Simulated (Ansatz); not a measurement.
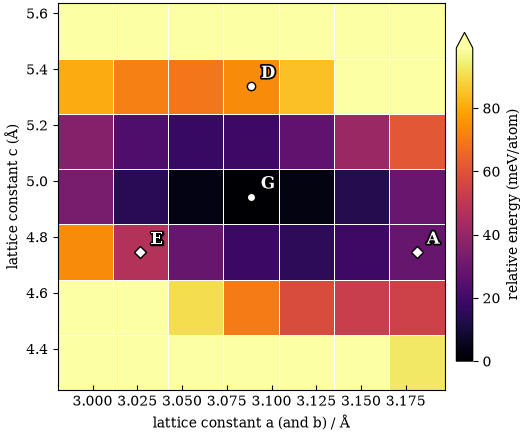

AlN (P6_3mc, No. 186; 4 atoms in the cell). 
- The energy is mapped over the lattice constants a and c of the conventional cell.
- First axis: lattice constant a (and b). Second axis: lattice constant c.
- Relaxed at each point: the atoms inside the fixed cell.
- Grid: 7 × 7 points.
- Points are written as (first, second).
- Energies are in meV/atom, from the lowest grid point.
- The calculation used DFT LDA, scalar-relativistic, plane waves, PAW in Ansatz. Settings: cutoff 520 eV, k-mesh 9×9×6 in the order of the run's cell vectors, gaussian smearing 0.05 eV, no spin polarisation.

Drawn: one coloured cell a grid point, one colour for all values above the top of the scale, lettered points.

> What kind of point is each of D, E, G: minimum, saddle, maximum or slope?

D: on a slope; E: on a slope; G: minimum. (In these two coordinates alone; a stationary point may lie a little off the grid point.)

> Rank the lettered points by energy, lowest first.

G (0 meV/atom), A (29 meV/atom), E (47 meV/atom), D (74 meV/atom).

PAW datasets: the set soft_1.
